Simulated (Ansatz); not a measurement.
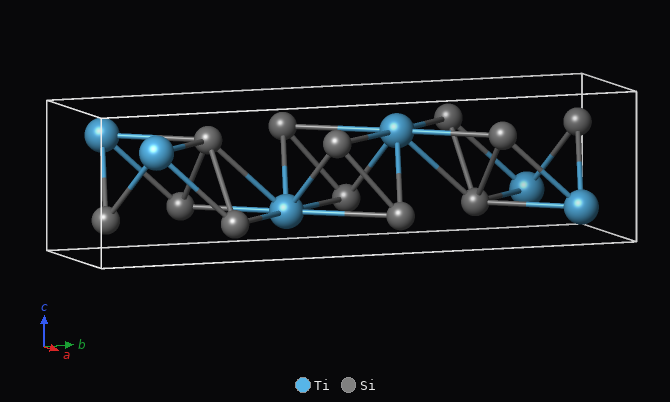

An orthographic ball-and-stick view of the structure, slightly off an axis. The parallelepiped is the conventional unit cell. Cell: a = 3.55 Å, b = 13.56 Å, c = 3.58 Å, α = 90.00°, β = 90.00°, γ = 90.00°.

The structure was taken from a structure listed in the Materials Project. Earlier steps of the study, as a rule a relaxation of our own, may have changed the cell and positions, so they can lie some per cent off the listed ones. It went into a calculation with Ansatz.

### Summary of the structure:

Formula: TiSi$_{2}$. The structure has Cmcm (No. 63) symmetry and a base-centred orthorhombic lattice. Counting shared atoms by their share gives 4 Ti, 8 Si, or 12 atoms. Numbers of contacts at bonding distance: Ti 10 and Si 8. Not all metal-metal contacts are counted.

Electronic-structure method: DFT PBE, scalar-relativistic, plane waves, PAW in Ansatz. Parameters: E_cut = 420 eV, k-points about 0.18 Å⁻¹ apart, Gaussian smearing of 0.1 eV, no spin polarisation.

### Metal or not?

A metal: bands cross the Fermi level.

### List the Bader charges.

Ti +1.16 e; Si -0.72 to -0.44 e.

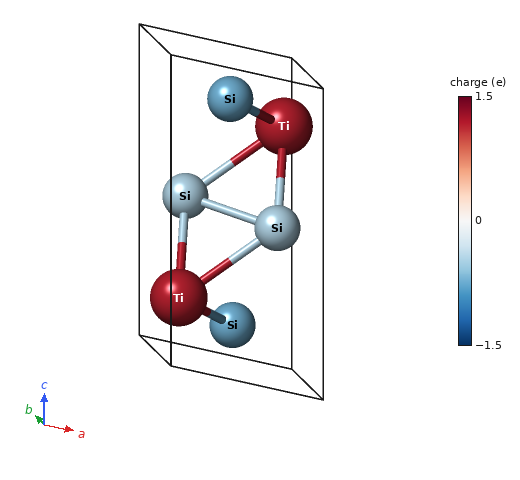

The atoms coloured by those charges. The run's cell of 6 atoms is drawn in a reduced setting, so axes and origin can differ from the first picture.

### Are forces and stress small enough to call this relaxed?

Yes. All forces vanish to within 0.01 eV/Å. The pressure is 0.0 GPa, close to zero.
